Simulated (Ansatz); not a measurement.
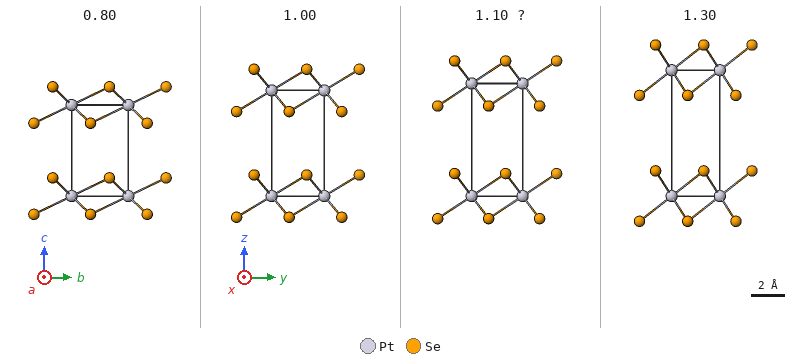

Solid PtSe₂ (P-3m1): the ratio of the cell's length along z to its lengths across, counted as 1 for the reference, is changed at fixed volume (a c/a path), with the atoms kept at their fractional coordinates. x, y and z are the Cartesian axes of the input. A ball-and-stick model of the cell of the calculation, seen along the a axis.

All numbers below come from Ansatz 0.2.0, DFT PBE, scalar-relativistic, plane waves, PAW. (plane-wave cutoff 420 eV; k-point mesh 12 × 12 × 6; occupations gaussian; smearing width 0.05 eV; no spin polarisation). Energies (free energies at the smearing named) are counted from the relaxed crystal.

```tsv
axial ratio over its reference value	energy change (meV/atom)
0.80	120.5
0.85	66.0
0.92	18.0
0.96	4.4
1.00	0.0
1.05	6.3
1.10	?
1.20	89.1
1.30	183.3
```

> Fill in the missing row.

A straight line between the two neighbours gives 33.9 meV/atom. A cubic through the four nearest rows (1.00, 1.05, 1.20, 1.30) gives, with Lagrange weights, (−0.3333)(0.0) + (1.0667)(6.3) + (0.3333)(89.1) + (−0.0667)(183.3) = 24.2 meV/atom. The calculation gives 24.2 meV/atom, so the cubic is right to the digits shown and the straight line 9.7 meV/atom too high, as the curve bends upwards here.

The whole profile:

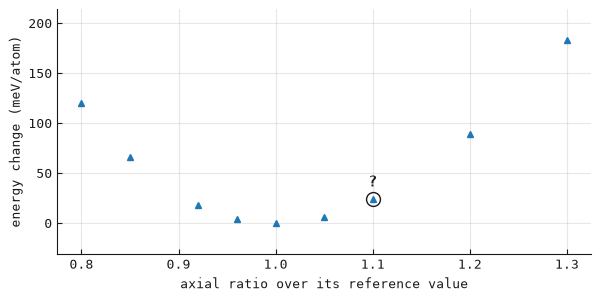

Limits of the set-up: layers or molecules are held without a dispersion correction, so their spacing is unreliable.
